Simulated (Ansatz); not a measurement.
# Run report: BaTiO3 (charge +1), band-structure calculation

System: BaTiO3 (10 atoms in the cell, total charge +1).
Method: DFT with r2SCAN, PAW plane waves, spin-polarised (Ansatz 0.2.0).

The structure derives from an entry of the Crystallography Open Database. Figures and captions count atoms from 1; the log counts them from 0 in places.

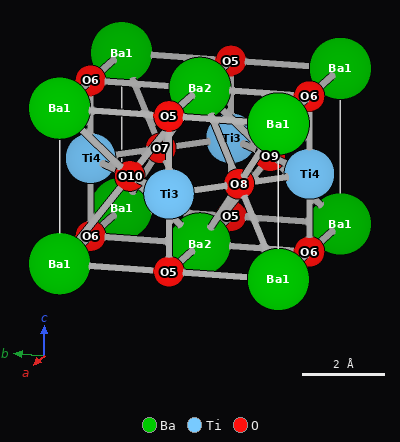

**Figure 1.** The structure as given in the input (ball-and-stick view of the cell of the calculation, seen slightly off an axis; atoms are numbered from 1 in the order of the input).

Key numbers

```json
{"quantity": "outcome", "value": "converged"}
{"quantity": "space group (tolerance 0.01 Å)", "value": "Pm-3m (221)"}
{"quantity": "electrons treated", "value": "79"}
{"quantity": "free energy", "value": "−20377.7925 eV"}
{"quantity": "Fermi energy", "value": "10.021 eV"}
{"quantity": "net moment of the cell", "value": "0.88 μB"}
{"quantity": "integrated absolute moment", "value": "1.20 μB"}
{"quantity": "pressure", "value": "14.22 GPa"}
{"quantity": "electronic character", "value": "metal"}
{"quantity": "largest force (length of the vector)", "value": "under 0.001 eV/Å"}
{"quantity": "hardware", "value": "2 threads of Arm Neoverse V1, 24 GiB of memory available, shared host"}
{"quantity": "wall time", "value": "1.8 min (CPU time 3.6 min)"}
{"quantity": "peak memory", "value": "1.1 GiB"}
```

Notes

The cell carries a charge of +1 e on a uniform background.

Input
```yaml
crystal:
  lattice:
    - [3.96491082, 3.96491082, 0.0]
    - [3.96491082, -3.96491082, 0.0]
    - [0.0, 0.0, 3.96491082]
  atoms:
    - { symbol: Ba, position: [0.0, 0.0, 0.0] }
    - { symbol: Ba, position: [0.5, 0.5, 0.0] }
    - { symbol: Ti, position: [0.0, 0.5, 0.5] }
    - { symbol: Ti, position: [0.5, 0.0, 0.5] }
    - { symbol: O, position: [0.0, 0.5, 0.0] }
    - { symbol: O, position: [0.5, 0.0, 0.0] }
    - { symbol: O, position: [0.25, 0.75, 0.5] }
    - { symbol: O, position: [0.75, 0.25, 0.5] }
    - { symbol: O, position: [0.25, 0.25, 0.5] }
    - { symbol: O, position: [0.75, 0.75, 0.5] }
kpoints:
  mp_grid: { grid: [4, 4, 6], shift: [0, 0, 0] }
  band_path:
    path:
      - [0.0, 0.0, 0.0]
      - [0.5, -0.5, 0.0]
      - [1.0, 0.0, 0.0]
      - [0.0, 0.0, 0.0]
      - [1.0, 0.0, 0.5]
      - [0.5, -0.5, 0.0]
      - [1.0, 0.0, 0.5]
      - [1.0, 0.0, 0.0]
    npoints: 10
magnetization:
  spin_polarized: true
scf:
  occupations: { method: fermi_dirac }
  lower_state_search: "off"
  max_iter: 200
hamiltonian:
  pseudopotentials: { kind: paw }
  xc: r2scan
total_charge: 1
basis:
  ecutwfc: 500
  fft_grid_basis: typed
output:
  forces: true
  stress: true
  eigenvalues: true
  bader: true
  populations: true
  elf: true
  write_potential: true
  volumetric_format: npy
  dos:
    e_range: [-12, 8]
    de: 0.05
    projected: { site_lists: { Ba: [Ba], O: [O], Ti: [Ti] } }
  write_density: true
checkpoint:
  read: saved_state
```

Launch command:
```bash
ansatz run input.yaml --threads 2 --pin off --max-ram 5120MiB --backend cpu --events-out ev --progress --plain --runs-dir out
```

The program's output
```
band count auto-derived: 52 (N_el = 79.0; filled up to band 40; 50 by the electrons, moments and atoms)
Engine: ansatz 0.2.0, aarch64-unknown-linux-gnu
Pseudopotentials: kind: paw
Pseudopotential: Ba, paw, valence charge 10, recommended cutoff 500 eV (meta_gga), Ba.paw.azcp
Pseudopotential: Ti, paw, valence charge 12, recommended cutoff 500 eV (meta_gga), Ti.paw.azcp
Pseudopotential: O, paw, valence charge 6, recommended cutoff 500 eV (meta_gga), O.paw.azcp
Functional definition: r2SCAN
  parameter k0 = 0.174
  parameter k1 = 0.065
  parameter a1 = 4.9479
  exchange = r2scan_x(k0 = k0, k1 = k1, a1 = a1)
  correlation = r2scan_c
Crystal: 10 atoms, lattice volume = 124.661 Å³
Basis set: ecut = 500 eV, 3171 PW (Γ), exchange–correlation on 180×180×120 points (64 copies of the dense FFT grid, shifted against one another)
Bands: 52, of which v1, the nominal top of the filled ones, is band 40 counted from 1 (39 counted from 0)
Symmetry: 32 space group operations
Space group: Pm-3m (ITA 221), of the structure as read, at distance tolerance 5.0e-5 Å
k-points: 24 of 96
Non-local potential: Ba, projectors of the file, l = 0: 3, l = 1: 2, l = 2: 2, l = 3: 2
Non-local potential: Ti, projectors of the file, l = 0: 3, l = 1: 2, l = 2: 3, l = 3: 1
Non-local potential: O, projectors of the file, l = 0: 2, l = 1: 2, l = 2: 1
PAW form: soft (Blöchl's): semilocal exchange-correlation on the pseudo side does not see the compensation charge
PAW frozen core: Ba, regenerated for the run's functional (the file was generated under x = pbe(κ = 0.804, μ = 0.2195149727645171), c = pbe(β = 0.06672455060314922))
PAW frozen core: Ti, regenerated for the run's functional (the file was generated under x = pbe(κ = 0.804, μ = 0.2195149727645171), c = pbe(β = 0.06672455060314922))
PAW frozen core: O, regenerated for the run's functional (the file was generated under x = pbe(κ = 0.804, μ = 0.2195149727645171), c = pbe(β = 0.06672455060314922))
PAW one-centre angular grid: Ba, 302 points (default); XC on 160 Gauss nodes
PAW one-centre angular grid: Ti, 590 points (default); XC on 160 Gauss nodes
PAW one-centre angular grid: O, 302 points (default); XC on 160 Gauss nodes
Initial density: read from a saved state, or passed on in memory by an earlier SCF of this step, an earlier step, the calling program or the single point that the run made first
Initial wavefunctions: pseudopotential atomic-orbital guess
Functional: x = r2scan, c = r2scan; τ floored in thin density (d = 2e-4 eV/Å³)
iter 1 solved again at ethr=1.53e-6 eV; its pass at ethr=3.10e-3 eV (dr2=1.21e-3 eV) is discarded
SCF iter   1: F=-20377.790415 eV  HF=-20377.751195 eV  |F-HF|=3.92e-2  |Δ(HF+E_count)|=         —  Δρ=2.18e-3 (↑1.92e-3 ↓2.18e-3)  dr2=1.34e-3  dr2_τ=1.59e-3  dr2_m=1.81e-3  M=0.869 μB ∫|m|=1.176 μB  β_m=0.30  ethr=1.53e-6  ⟨swp⟩=2.0  Hψ=16106  notcnv=0
preconditioner: auto → Kerker (q_TF=auto, 2.529 Å⁻¹)  [metal: Δε(μ)=0.057 eV  Ē_g=13.097 eV  σ=0.100 eV  W_gap=0.14  n_scr=38 (ndim 8)  ℏωp=26.4 eV  f_vac=0.000  D(μ)=4.30/eV (n_scr^D=30)]
spin=Collinear: Kerker preconditioning applied to the charge; magnetization (m = ρ↑ − ρ↓) channel mixes plain (no charge-response kernel on spin).
SCF iter   2: F=-20377.791949 eV  HF=-20377.783331 eV  |F-HF|=8.62e-3  |Δ(HF+E_count)|=   3.21e-2  Δρ=1.58e-3 (↑1.37e-3 ↓1.58e-3)  dr2=4.76e-4  dr2_τ=5.34e-4  dr2_m=9.61e-4  M=0.872 μB ∫|m|=1.182 μB  β_m=0.59  ethr=1.53e-6  ⟨swp⟩=2.0  Hψ=5159  notcnv=0
SCF iter   3: F=-20377.792186 eV  HF=-20377.791998 eV  |F-HF|=1.88e-4  |Δ(HF+E_count)|=   8.67e-3  Δρ=4.44e-4 (↑4.44e-4 ↓3.93e-4)  dr2=3.62e-4  dr2_τ=4.24e-5  dr2_m=5.42e-5  M=0.876 μB ∫|m|=1.188 μB  β_m=0.55  ethr=6.03e-7  ⟨swp⟩=2.0  Hψ=4607  notcnv=0
SCF iter   4: F=-20377.792465 eV  HF=-20377.792460 eV  |F-HF|=5.61e-6  |Δ(HF+E_count)|=   4.62e-4  Δρ=1.42e-4 (↑1.19e-4 ↓1.42e-4)  dr2=1.43e-5  dr2_τ=8.29e-7  dr2_m=1.58e-5  M=0.878 μB ∫|m|=1.192 μB  β_m=0.77  ethr=4.58e-7  ⟨swp⟩=2.5  Hψ=4634  notcnv=0
SCF iter   5: F=-20377.792472 eV  HF=-20377.792478 eV  |F-HF|=6.50e-6  |Δ(HF+E_count)|=   1.84e-5  Δρ=1.10e-4 (↑5.04e-5 ↓1.10e-4)  dr2=1.56e-5  dr2_τ=5.90e-7  dr2_m=5.40e-6  M=0.879 μB ∫|m|=1.195 μB  β_m=0.89  ethr=1.80e-8  ⟨swp⟩=2.0  Hψ=4407  notcnv=0
SCF iter   6: F=-20377.792479 eV  HF=-20377.792486 eV  |F-HF|=7.31e-6  |Δ(HF+E_count)|=   7.97e-6  Δρ=7.12e-5 (↑2.40e-5 ↓7.12e-5)  dr2=9.93e-6  dr2_τ=2.64e-7  dr2_m=1.32e-6  M=0.881 μB ∫|m|=1.197 μB  β_m=0.82  ethr=1.80e-8  ⟨swp⟩=2.0  Hψ=3908  notcnv=0
SCF iter   7: F=-20377.792484 eV  HF=-20377.792486 eV  |F-HF|=1.53e-6  |Δ(HF+E_count)|=   3.52e-7  Δρ=3.50e-5 (↑2.25e-5 ↓3.50e-5)  dr2=3.40e-6  dr2_τ=9.95e-8  dr2_m=2.31e-7  M=0.881 μB ∫|m|=1.199 μB  β_m=0.80  ethr=1.26e-8  ⟨swp⟩=2.0  Hψ=3579  notcnv=0
SCF iter   8: F=-20377.792487 eV  HF=-20377.792487 eV  |F-HF|=3.54e-9  |Δ(HF+E_count)|=   6.77e-7  Δρ=1.32e-5 (↑7.74e-6 ↓1.32e-5)  dr2=2.29e-7  dr2_τ=8.13e-9  dr2_m=8.56e-8  M=0.882 μB ∫|m|=1.199 μB  β_m=0.90  ethr=4.31e-9  ⟨swp⟩=2.4  Hψ=3931  notcnv=0
iter 9 did not close the SCF: its close was put off for a magnetic moment that had not settled (scf_convergence_deferred on its scf_iter line)
SCF iter   9: F=-20377.792487 eV  HF=-20377.792487 eV  |F-HF|=4.83e-9  |Δ(HF+E_count)|=   1.73e-7  Δρ=7.97e-6 (↑3.09e-6 ↓7.97e-6)  dr2=4.87e-8  dr2_τ=2.88e-9  dr2_m=3.02e-8  M=0.882 μB ∫|m|=1.200 μB  β_m=0.95  ethr=1.27e-10  ⟨swp⟩=8.1  Hψ=13472  notcnv=0
iter 10 did not close the SCF: its close was put off for a magnetic moment that had not settled (scf_convergence_deferred on its scf_iter line)
SCF iter  10: F=-20377.792487 eV  HF=-20377.792487 eV  |F-HF|=3.10e-9  |Δ(HF+E_count)|=   5.17e-8  Δρ=1.78e-6 (↑1.19e-6 ↓1.78e-6)  dr2=5.56e-9  dr2_τ=1.96e-10  dr2_m=1.70e-9  M=0.882 μB ∫|m|=1.200 μB  β_m=0.97  ethr=6.17e-11  ⟨swp⟩=5.2  Hψ=13837  notcnv=0
SCF iter  11: F=-20377.792487 eV  HF=-20377.792487 eV  |F-HF|=1.53e-10  |Δ(HF+E_count)|=   1.33e-9  Δρ=4.93e-7 (↑2.79e-7 ↓4.93e-7)  dr2=5.79e-10  dr2_τ=1.49e-11  dr2_m=1.03e-10  M=0.882 μB ∫|m|=1.200 μB  ethr=7.03e-12  ⟨swp⟩=4.6  Hψ=12505  notcnv=0
SCF 1 converged in 11 iterations: F = -20377.792487 eV  dr2 = 5.79e-10
  greatest PAW one-centre occupation: 1.000 electrons in one spin orbital (limit 2), on the Ti atom at site 3 (counted from 0), in its partial waves of l = 0
```

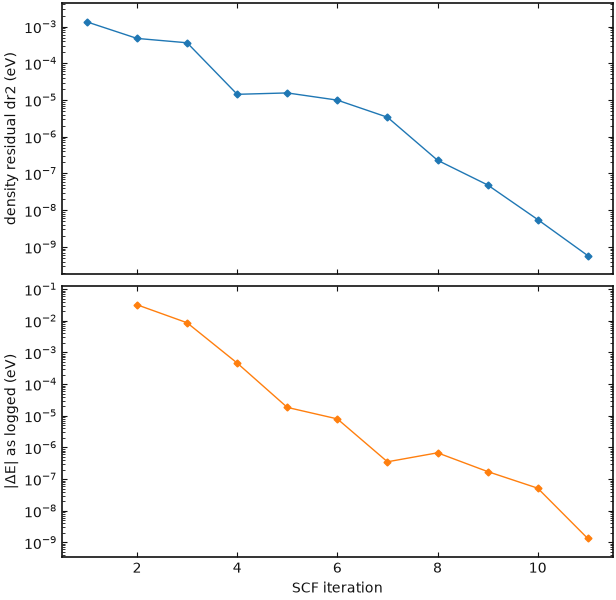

**Figure 2.** Convergence of the self-consistent field: density residual dr2 and size of the energy change against the SCF iteration. The residual falls almost steadily, with no more than small rises.

```
NSCF: frozen V_eff on 71 k-points
SCF converged after 11 iterations
Magnetization: 0.8821 μB (39.9410 up, 39.0590 down)
Absolute magnetization: 1.2001 μB (∫|ρ↑−ρ↓|, with the PAW one-centre terms)
Spin contamination: 0.0082 ħ² per cell (⟨S²⟩ above its minimum at these occupations)
Per-site moments (μB) at R_I (Å): [(0.0011858689536363104, 1.1564913226440399), (0.0011858689536365186, 1.1564913226440399), (-0.043882790792252456, 0.817762856625), (-0.043882790792252324, 0.817762856625), (0.15866034261415876, 0.817762856625), (0.15866034261415896, 0.817762856625), (0.15552373592587537, 0.817762856625), (0.1555237359258754, 0.817762856625), (0.15552373592587543, 0.817762856625), (0.15552373592587526, 0.817762856625)]
Free energy (F): -20377.792487 eV
Harris-Foulkes:  -20377.792487 eV  (|F-HF|=1.53e-10)
Internal energy: -20377.649409 eV  (E = F + TS)
E sigma→0 (E₀):  -20377.720948 eV
Entropy (-TS):   -0.143078 eV (-14.308 meV/atom)
Fermi energy:    10.020648 eV
--- Per-component energies (eV) ---
  E_band       = -334.298877
  E_kinetic    = 1932.755868
  E_local      = -4102.526019  (includes V_loc(G=0)·N_el)
  E_nonlocal   = 396.607843
  E_hartree    = 1599.440968
  E_xc         = -940.944379
  E_vxc        = -1194.660937  (∫ρ·V_xc dr)
  E_paw        = -13567.204477  (= ΣΔE_a)
  E_vpaw       = -638.097183  (= ΣTr[D̂ρ^β])
  E_aug_tail   = 0.006358  (compensation charges beyond the density's cutoff)
  E_vtau       = 72.733040  (kinetic-family band-sum trace: ∫τ·v_τ [+ j·A + Jᵃ·Aᵃ] dr)
  E_ewald      = -5695.227844
  E_core_change = -0.557728  (= ΣΔE_core)
  E_smearing   = -0.143078  (= −TS)
  E_closure    = 0.000000  (closes the sum)
  E_deformation_potential = 22.299964  (in the stress; not in F)
  Σ components = -20377.792487   (vs F -20377.792487, Δ=0.00e0)
--- Forces (eV/Å), atoms counted from 1 ---
  atom   1  Ba     0.00000000     0.00000000     0.00000000
  atom   2  Ba     0.00000000    -0.00000000     0.00000000
  atom   3  Ti     0.00000000    -0.00000000     0.00000000
  atom   4  Ti     0.00000000    -0.00000000     0.00000000
  atom   5  O      0.00000000    -0.00000000    -0.00000000
  atom   6  O      0.00000000    -0.00000000    -0.00000000
  atom   7  O      0.00000000     0.00000000     0.00000000
  atom   8  O      0.00000000     0.00000000     0.00000000
  atom   9  O      0.00000000    -0.00000000     0.00000000
  atom  10  O      0.00000000     0.00000000     0.00000000
  max |Σ_I F_I| component: 2.93e-28 eV/Å
--- Stress (GPa, compression-positive) ---
       14.220243      -0.000000       0.000000
        0.000000      14.220243       0.000000
        0.000000       0.000000      14.215316
  P = ⅓ Tr σ = 14.2186 GPa (142.186 kbar)
--- Band table (eV; the first three rows and the last of 48) ---
  k-point 0 ↑: bands = ["-48.4695", "-48.4674", "-23.6821", "-23.6821", "-23.6197", "-23.6194", "-23.6194", "-23.6150", "-14.5404", "-14.2675", "-7.8856", "-7.6512", "-7.3405", "-7.3346", "-7.1767", "-7.1767", "0.5699", "0.5699", "0.6455", "0.6455", "0.6460", "1.1275", "5.7062", "6.0296", "6.0740", "7.3562", "7.3562", "7.7865", "7.7896", "7.7896", "8.3191", "8.7545", "8.7545", "8.7571", "9.1486", "9.1486", "9.8350", "9.8545", "9.8555", "9.8555", "12.5680", "12.5680", "12.5685", "14.2395", "14.2395", "14.7022", "14.7029", "14.7495", "15.6378", "16.3773", "16.3780", "18.6049"]
  k-point 1 ↑: bands = ["-48.4693", "-48.4671", "-23.6813", "-23.6813", "-23.6365", "-23.6313", "-23.6188", "-23.6188", "-14.4990", "-14.2478", "-7.9154", "-7.5080", "-7.3273", "-7.2926", "-7.1433", "-7.1433", "0.3708", "0.3708", "0.6966", "0.6966", "0.7339", "0.7535", "5.7109", "6.0780", "6.5462", "7.3242", "7.5365", "7.5365", "7.6086", "7.7050", "7.7050", "8.5313", "8.5313", "8.5749", "9.2538", "9.2540", "9.2540", "9.6825", "9.6825", "9.8458", "12.5977", "13.0318", "13.0318", "14.3990", "14.3990", "14.7043", "14.7970", "15.4123", "16.4425", "16.8328", "16.9163", "18.6051"]
  k-point 2 ↑: bands = ["-48.4687", "-48.4666", "-23.6798", "-23.6798", "-23.6698", "-23.6635", "-23.6176", "-23.6176", "-14.4134", "-14.2079", "-8.0697", "-7.3124", "-7.2066", "-7.0855", "-7.0741", "-7.0741", "0.0029", "0.0029", "0.1007", "0.8039", "0.8039", "0.9701", "5.6791", "6.0861", "6.4117", "6.4765", "7.4232", "7.4326", "7.4326", "7.7561", "7.7561", "8.2469", "8.2778", "8.2778", "8.4240", "9.3983", "9.3983", "9.6170", "9.6170", "9.8675", "12.6575", "13.8393", "13.8393", "14.7069", "14.7449", "14.7449", "14.8949", "16.4436", "17.7823", "17.8016", "18.1966", "18.6053"]
  k-point 23 ↓: bands = ["-48.5439", "-48.5439", "-23.7573", "-23.7573", "-23.7564", "-23.7564", "-23.6918", "-23.6918", "-14.2658", "-14.2658", "-7.3226", "-7.3226", "-6.8593", "-6.8593", "-6.8572", "-6.8572", "0.6000", "0.6000", "0.6007", "0.6007", "1.1259", "1.1259", "5.8001", "5.8001", "6.1623", "6.1623", "6.2748", "6.2748", "7.6343", "7.6343", "7.6348", "7.6348", "8.4729", "8.4729", "9.5409", "9.5409", "9.5427", "9.5427", "10.2851", "10.2851", "14.2595", "14.2595", "14.2597", "14.2597", "14.7315", "14.7315", "15.6296", "15.6296", "18.6439", "18.6439", "19.3469", "19.3469"]
--- Löwdin populations: 10 sites ---
  site symbol       q [e]    m [muB]
     0     Ba      8.1930     0.0005
     1     Ba      8.1930     0.0005
     2     Ti     10.6110    -0.0855
     3     Ti     10.6110    -0.0855
     4      O      6.8025     0.1821
     5      O      6.8025     0.1821
     6      O      6.8034     0.1785
     7      O      6.8034     0.1785
     8      O      6.8034     0.1785
     9      O      6.8034     0.1785
  spilling = 0.007258 (of n_electrons = 79.000000)
--- Bader charges: 10 sites ---
  site symbol  charge [e]  shift [e]    m [muB]
     0     Ba      1.6219     0.0000    -0.0030
     1     Ba      1.6219     0.0000    -0.0030
     2     Ti      2.3736     0.0028    -0.0591
     3     Ti      2.3736     0.0028    -0.0591
     4      O     -1.1645     0.0009     0.1700
     5      O     -1.1645     0.0009     0.1700
     6      O     -1.1655     0.0009     0.1666
     7      O     -1.1655     0.0009     0.1666
     8      O     -1.1655     0.0009     0.1666
     9      O     -1.1655     0.0009     0.1666
  estimated error of the sums over rays = 4.9e-4 e
```

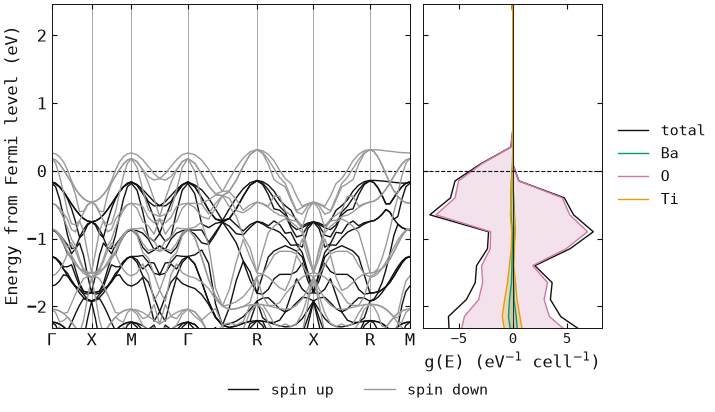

**Figure 3.** Band structure along Γ–X–M–Γ–R–X–R–M and density of states (projected on Löwdin-orthogonalised atomic shells), with energies from the Fermi level. Bands cross the Fermi level: a metal at this level of theory.

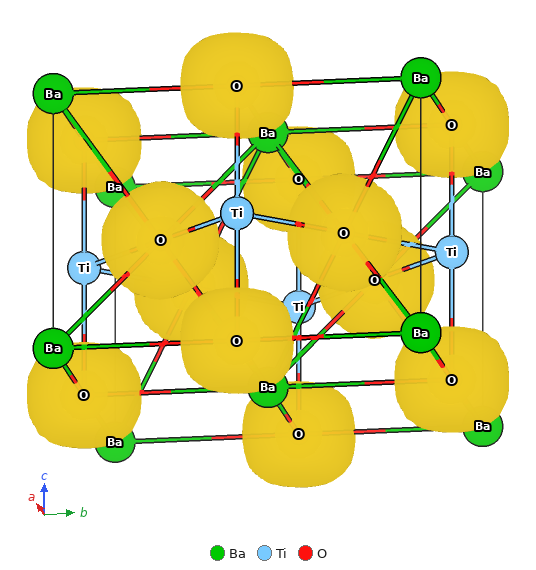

**Figure 4.** Isosurface of the ELF at 0.7 (yellow), seen at an oblique angle. Only the valence region is drawn (cores and ρ < 0.01 e/Å³ removed). Sticks mark near contacts. The outline is the calculation cell with its axes reversed. Along the contacts the grid gives the following. Ti–O (1.98 Å): the ELF is about 0.20 at the midpoint (a polar contact without a shared pair, in a metal). Ba–O (2.80 Å): the ELF is about 0.10 at the midpoint (no shared pair; the contact is polar). In a PAW calculation such maps are meaningful between the atoms, not at the nuclei.

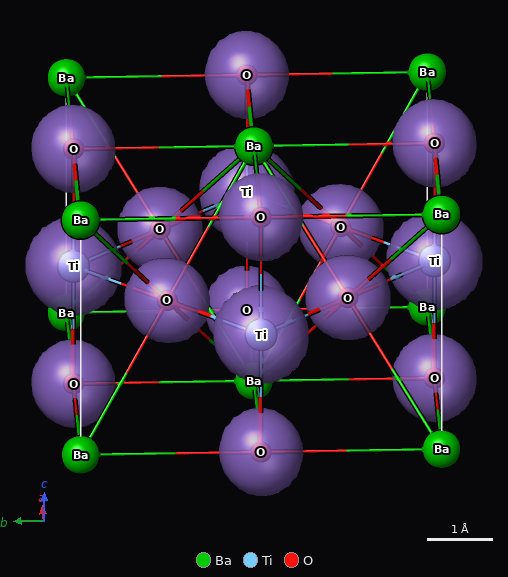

**Figure 5.** Isosurface of the valence electron density at 1.5 e/Å³ (purple), seen at an oblique angle. Sticks mark near contacts. The outline is the calculation cell with its axes reversed. At this value the density breaks into separate islands; it holds about 50 % of the electrons treated as valence (semicore included). It is pinched off along the Ti–O (1.98 Å) and Ba–O (2.80 Å) contacts. On the grid the lowest density along these lines, outside the cores, is 0.65 e/Å³ (Ti–O, 1.98 Å) and 0.17 e/Å³ (Ba–O, 2.80 Å).
